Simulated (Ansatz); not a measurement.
ZnF2 (space group P4_2/mnm, No. 136). Coordinates: coordinates from a relaxation with DFT PBE, scalar-relativistic, plane waves, PAW in Ansatz.

Space group P4_2/mnm (No. 136). a = 4.799 Å, b = 4.799 Å, c = 3.177 Å, α = 90.00°, β = 90.00°, γ = 90.00°
```json
{"atom": "Zn", "site": "2a", "symmetry": "m.mm", "x": "0.5000", "y": "0.5000", "z": "0.5000"}
{"atom": "F", "site": "4f", "symmetry": "m.2m", "x": "0.6958", "y": "0.6958", "z": "0.0000"}
```

Bonds are taken as F–Zn below 2.3 Å; no other contact counts. Simplification: prune 0- and 1-connected atoms, fold 2-connected ones into links.

What net does this leave?

The result is a binodal (3,6)-connected, three-periodic net: F is a 3-connected node; Zn is a 6-connected node, in the ratio 2:1. It is the rtl net, known from rutile. It is a single net, without interpenetration.

```
node  links  point symbol      coordination sequence
   F      3         4.6^2   3 14 19 62 51 144 99 254
  Zn      6  4^2.6^10.8^3  6 10 38 34 102 74 198 130
```

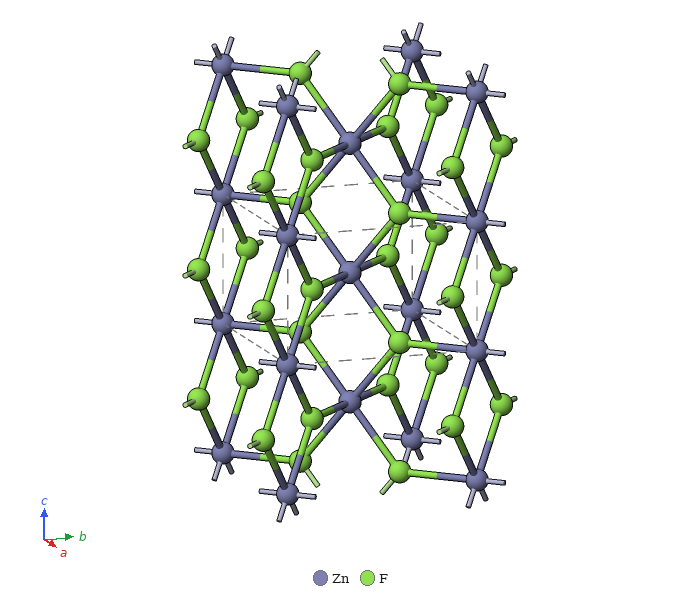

Nodes are coloured by element. Short stubs are edges that leave the cut-out.
